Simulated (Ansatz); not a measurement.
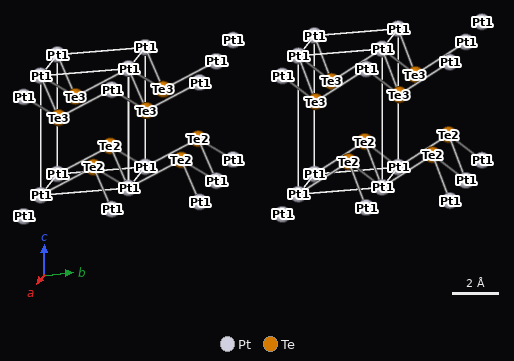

Two geometries of a crystal of Te$_{2}$Pt (a generated structure, set up in P-3m1), drawn at one scale. One is the start of a relaxation, the other its converged end. The picture is a ball-and-stick view of the cell of the calculation, repeated 2 × 2 × 1 with one cell outlined, seen slightly off an axis.

These are results of Ansatz, DFT, PBE, PAW with Ansatz's default frozen-core files, scalar-relativistic, not measurements. (plane-wave cutoff 420 eV; k-point mesh 10 × 10 × 6; occupations fermi dirac; smearing width 0.05 eV; no spin polarisation; cell and atoms relaxed; force threshold 0.005 eV/Å; at most 80 steps)

Which of the two is the end point?

The left one is the relaxed one. Case: cell and atoms relaxed from a first guess. The energy falls by 0.250 eV per cell of the calculation in 7 accepted moves (8 points after the start). The largest force component goes from 0.84 to 0.0006 eV/Å. Pressure: −0.63 GPa at the start and −0.01 GPa at the end. The SCF was repeated once at an unchanged geometry on a basis and grid sized afresh for the cell, which shifted the energy by 0.4 meV per cell of the calculation at most. The largest moves relative to the cell, 0.016 Å, are those of Te2 and Te3. Te3 goes along −c. Pt stays in place. The drawn cell changes as follows: a = b 3.899 → 4.090 Å (+4.9 %), c 6.239 → 5.383 Å (−13.7 %); the volume changes by −5.1 %. Among the contacts that change: Pt1–Te2 2.739 → 2.726 Å. Bond angles that change, for instance: Te2–Pt1–Te2 90.8° → 97.2°, Pt1–Te2–Pt1 90.8° → 97.2°, Te2–Pt1–Te3 89.2° → 82.8°. The space group stays P-3m1 (No. 164). The run took 61 s on 1 thread of Arm Neoverse V2, with other jobs on the host, peak memory 0.45 GiB.
